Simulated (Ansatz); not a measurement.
**Ga2O3: density, localisation and related maps**

Input file:

```
crystal:
  lattice:
    - [1.3813980986, -4.5912702224, 0.0]
    - [1.3813980986, 4.5912702224, 0.0]
    - [0.0, 0.0, 7.0518798325]
  atoms:
    - { symbol: Ga, position: [0.2486493971, 0.7513506029, 0.75] }
    - { symbol: Ga, position: [0.7513506029, 0.2486493971, 0.25] }
    - { symbol: Ga, position: [0.0, 0.0, 0.0] }
    - { symbol: Ga, position: [0.0, 0.0, 0.5] }
    - { symbol: O, position: [0.3613811282, 0.6386188718, 0.4259544244] }
    - { symbol: O, position: [0.6386188718, 0.3613811282, 0.5740455756] }
    - { symbol: O, position: [0.6386188718, 0.3613811282, 0.9259544244] }
    - { symbol: O, position: [0.3613811282, 0.6386188718, 0.0740455756] }
    - { symbol: O, position: [0.1045231187, 0.8954768813, 0.25] }
    - { symbol: O, position: [0.8954768813, 0.1045231187, 0.75] }
basis:
  ecutwfc: 420
kpoints:
  mp_grid: { grid: [10, 10, 4] }
hamiltonian:
  xc: lda
scf:
  occupations: { method: gaussian, width: 0.05 }
output:
  forces: true
  stress: true
  eigenvalues: true
  write_density: true
  write_potential: true
  elf: true
  volumetric_format: npy
```

Command:

```sh
ansatz run input.yaml --threads 2 --pin off --max-ram 5120MiB --backend cpu --events-out ev --progress --plain --runs-dir out
```

Below, planes, directions and counts refer to the conventional cell (a = 2.76 Å, b = 9.18 Å, c = 7.05 Å, α = 90.00°, β = 90.00°, γ = 90.00°).

Space group Cmcm; a structure from a database of computed crystals, not necessarily the ambient phase.

These are results of DFT LDA, scalar-relativistic, plane waves, PAW (Ansatz), not measurements.

Core electrons are frozen (PAW), and the valence fields are smoothed inside the atomic spheres.

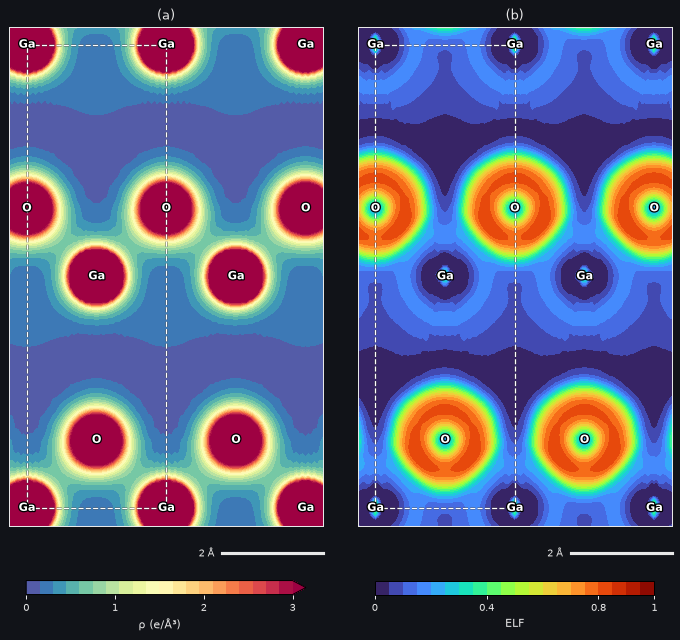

Figure 1. (a) valence electron density; (b) ELF on the (001) plane of the conventional cell.

What do the fields say about this system?

- The plane passes through Ga and O nuclei.
- Ga–O (1.93 Å): ρ is about 0.71 e/Å³ halfway; the ELF peaks at about 0.85 in the valence shell of O, 0.6 Å from its nucleus, and is about 0.35 at the midpoint.
- Between the atoms the lowest density in this plane is 0.05 e/Å³.

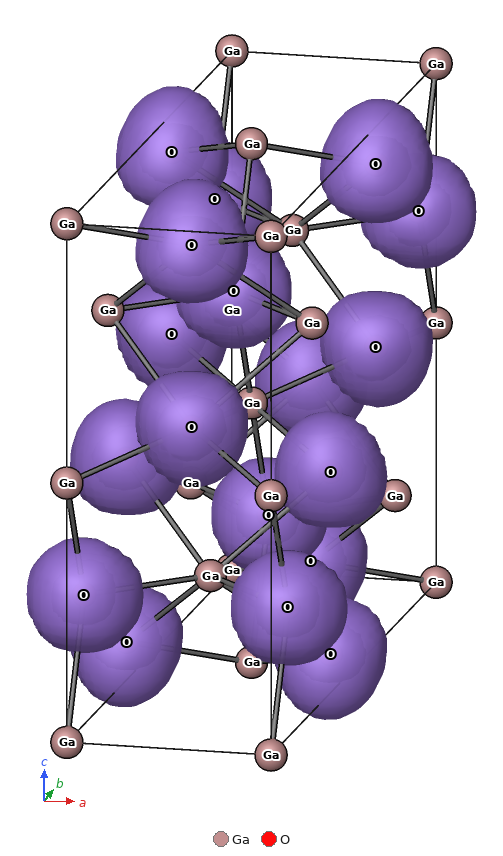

Figure 2. Isosurface of the electron localisation function at 0.75 (purple), seen slightly off an axis. Core shells and regions of very low density are left out. Sticks mark near contacts.

Describe the localisation domains.

At this value the surface marks out twelve regions wrapped around O (the valence shell of each), counted in one cell of 20 atoms. Any copies at cell faces, edges or corners count once. Along the contacts the grid gives the following. Ga–O (2.01 Å): the ELF peaks at about 0.85 in the valence shell of O, 0.6 Å from its nucleus, and is about 0.30 at the midpoint.

Does the calculation make it a metal, or give it a gap?

It is gapped, with a Kohn–Sham gap of 1.8 eV on the k-point mesh, an upper bound to the gap of this method.
